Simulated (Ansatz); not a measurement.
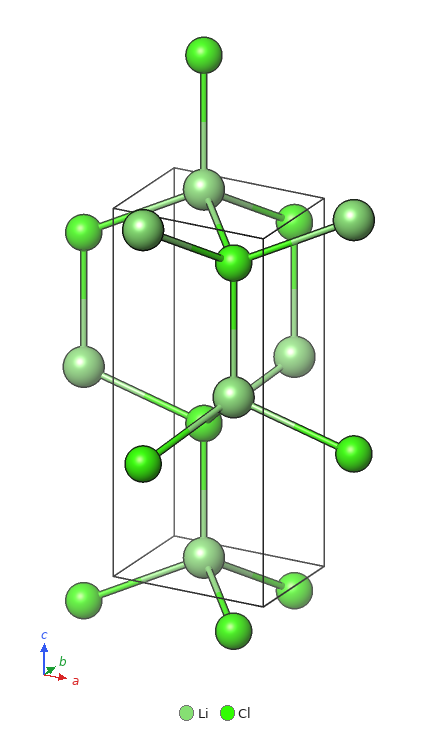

The structure above is drawn in ball-and-stick style and viewed slightly off an axis. One conventional unit cell is framed, with atoms on its boundary repeated. Atoms of adjacent cells appear where they bond to atoms in the box.

LiCl, wurtzite, space group P6_3mc (No. 186), a = 3.731 Å, b = 3.731 Å, c = 6.456 Å, α = 90.00°, β = 90.00°, γ = 120.00°. Its origin is a structure type filled with these elements by a generator (whether the compound takes this form wasn't checked). The cell was then strained or its atoms displaced on purpose. A calculation with Ansatz used it as input.

This one geometry was computed with Ansatz (DFT, plane waves, PAW) at three levels of theory: HSE06, r2SCAN and PBE. It was relaxed with r2SCAN and then strained.

Question: How does the band gap change with the level of theory?

Answer: PBE: a gap of 6.11 eV, direct; r2SCAN: a gap of 6.78 eV, direct; HSE06: a gap of 7.45 eV, direct.

Question: Collect the results in a table.

Answer:
| level | cutoff (eV) | k-mesh of the run's cell | gap (eV) | pressure (GPa) |
| --- | --- | --- | --- | --- |
| HSE06 | 420 | 6×6×4 | 7.45 | 1.6 |
| r2SCAN | 500 | 12×12×4 | 6.78 | 1.4 |
| PBE | 420 | 12×12×4 | 6.11 | 2.1 |

Gaps are taken on the k-mesh or band path of each run.
